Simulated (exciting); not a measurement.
Two BSE runs for the S L₂,₃ edge of CdS (Hawleyite), space group F-43m. Run A: exciting, all-electron LAPW+lo, PBE, exchange and screened direct term (singlet BSE), 4×4×4 shifted k points, 19 conduction bands, |G+q| up to 3 bohr⁻¹ (2.5 in the exchange term), full RPA screening with nempty = 42, Lorentzian half width 0.45 eV. Run B has a fault in its input.

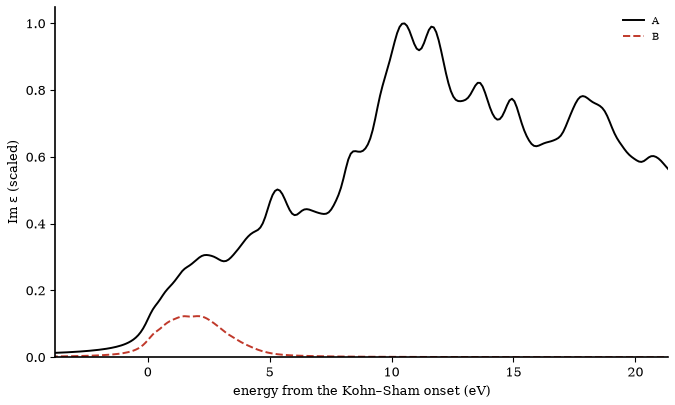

Energy from the Kohn–Sham onset, core level to the lowest empty state found on the meshes used; one zero for both, scaled to A's maximum.

**Question.** What most likely went wrong in run B?

Far too few conduction bands in the BSE (conduction bands from 19 to 1). The spectrum differs from run A by 99 % r.m.s. The highest maximum lies at 2.0 eV (0.12), against 10.5 eV (1.00). The first bright state moves from 0.21 to 0.24 eV. Transitions to the missing bands are absent and can't mix into the lines that are left. Other settings could leave a like mark; this is the change that was made.

[Hosts, paths, dates, database ids (printed as entryN), source tags and the programs' standing remarks are cut or masked in the printed files.]
